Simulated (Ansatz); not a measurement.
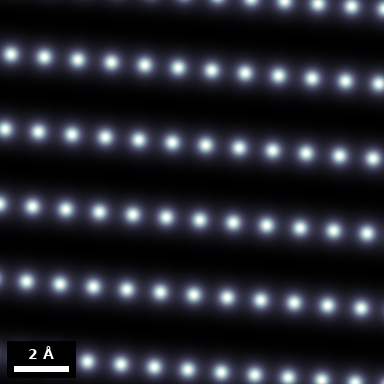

Projected-potential map of Ge. Computed as the sum of neutral-atom potentials (tabulated electron scattering factors, B = 0.8 Å²) projected along the beam and smoothed by 0.25 Å; brighter is more positive.

Q: Measure the repeat of the pattern.

A: The pattern repeats on a rectangular net of 1.2 × 2.7 Å.

Q: What is the plane group of the image?

A: p2mm: mirror lines in two perpendicular directions, with twofold points where they cross.

Q: How many columns does the smallest repeating cell hold, and how many levels of brightness?

A: 1 column in the primitive cell of 3.3 Å², all of one brightness.

The crystal is Ge (Pm-3m, No. 221) seen along [210]. Structure used: the end point of a relaxation with Ansatz, DFT, RPBE, plane waves (420 eV) with PAW, scalar-relativistic; the starting structure was generated, so it need not be a known form of this composition.
